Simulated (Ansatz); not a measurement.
SiO₂

Input

```
crystal:
  lattice:
    - [0.0, 4.7167919478, 7.3656044906]
    - [2.3571954337, 0.0, 7.3656044906]
    - [2.3571954337, 4.749587699, 0.0512128869]
  atoms:
    - { symbol: Si, position: [0.5631505054, 0.5631505054, 0.9368494946] }
    - { symbol: Si, position: [0.3131505054, 0.3131505054, 0.6868494946] }
    - { symbol: Si, position: [0.6868494946, 0.6868494946, 0.3131505054] }
    - { symbol: Si, position: [0.9368494946, 0.9368494946, 0.5631505054] }
    - { symbol: O, position: [0.625, 0.125, 0.625] }
    - { symbol: O, position: [0.625, 0.625, 0.125] }
    - { symbol: O, position: [0.625, 0.625, 0.625] }
    - { symbol: O, position: [0.125, 0.625, 0.625] }
    - { symbol: O, position: [0.186221437, 0.813778563, 0.186221437] }
    - { symbol: O, position: [0.813778563, 0.186221437, 0.813778563] }
    - { symbol: O, position: [0.436221437, 0.063778563, 0.436221437] }
    - { symbol: O, position: [0.063778563, 0.436221437, 0.063778563] }
basis:
  ecutwfc: 500
kpoints:
  mp_grid: { grid: [6, 6, 6] }
hamiltonian:
  xc: r2scan
scf:
  occupations: { method: gaussian, width: 0.02 }
output:
  forces: true
  stress: true
  eigenvalues: true
  write_density: true
  write_potential: true
  elf: true
  volumetric_format: npy
relax:
  adjacent_minimum: "off"
  f_tol: 0.008
  max_steps: 40
```

Launched as:

```sh
ansatz run input.yaml --threads 2 --pin off --max-ram 5120MiB --backend cpu --events-out ev --progress --plain --runs-dir out
```

Below, planes, directions and counts refer to the conventional cell (a = 4.71 Å, b = 5.27 Å, c = 7.68 Å, α = 82.34°, β = 72.76°, γ = 63.85°).

The fields are those of the run's last geometry, not of the input's.

Space group P-1; a structure from a database of computed crystals, not necessarily the ambient phase.

These are results of DFT r2SCAN, scalar-relativistic, plane waves, PAW (Ansatz), not measurements.

The density is the valence pseudo-density of a PAW calculation; it isn't the true density close to the nuclei.

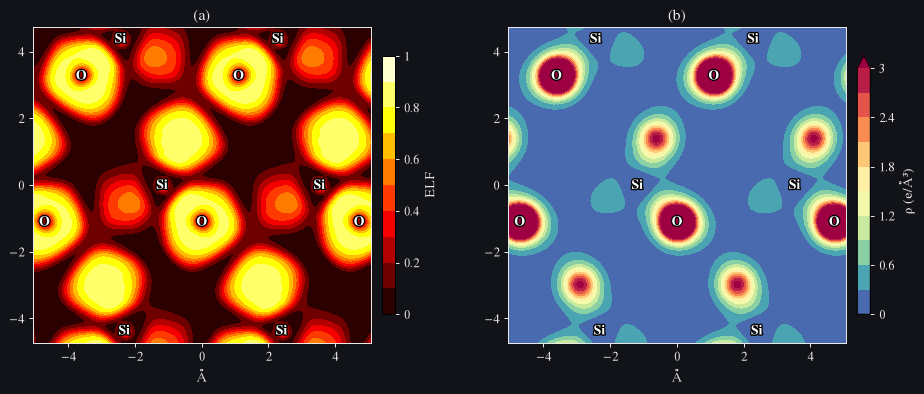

Figure 1. (a) ELF; (b) valence pseudo-density on the (011̄) plane of the conventional cell.

### Describe what can be read from this map.

- The plane passes through Si and O nuclei.
- Atoms just off the plane (O, 0.5 Å away) can leave unmarked features too.
- Si–O (1.61 Å): the density is about 1.3 e/Å³ at the midpoint; the ELF peaks at about 0.85 between the atoms: a polar covalent bond.
- Between the atoms the lowest density in this plane is 0.008 e/Å³.
- The ELF also peaks beside O, away from the bonds: lone-pair regions.

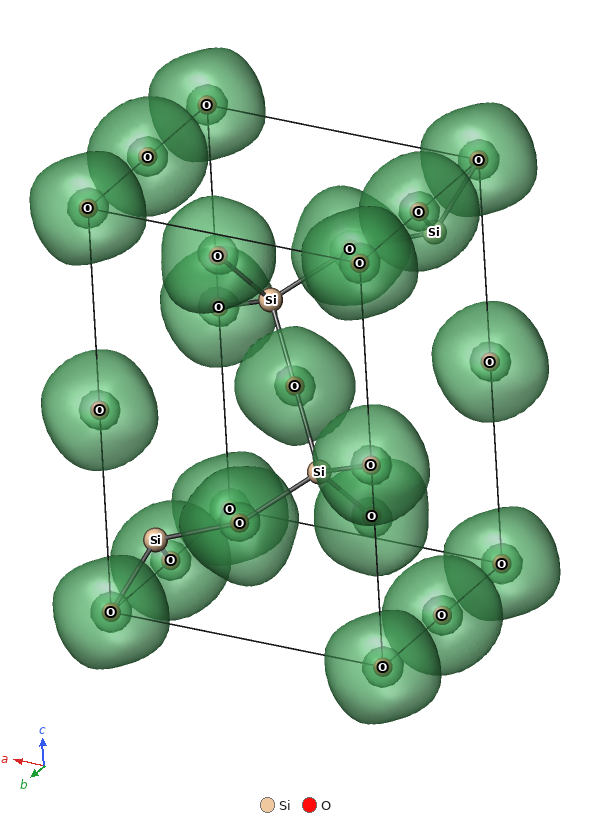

Figure 2. Isosurface of the electron localisation function at 0.65 (green), seen at an oblique angle. Only the valence region is drawn (cores and ρ < 0.01 e/Å³ removed). Sticks mark near contacts.

### Describe the localisation domains.

At this value the surface marks out eight regions on O in which the atom's valence shell and bonds are merged, counted in one cell of 12 atoms. Any copies at cell faces, edges or corners count once.


Si–O (1.60 Å): the ELF peaks at about 0.85 between the atoms: a short, strongly polar bond.

### Does the calculation make it a metal, or give it a gap?

It is gapped, with a Kohn–Sham gap of 6.4 eV on the k-point mesh (the band edges may lie off the mesh, which would make the gap smaller).
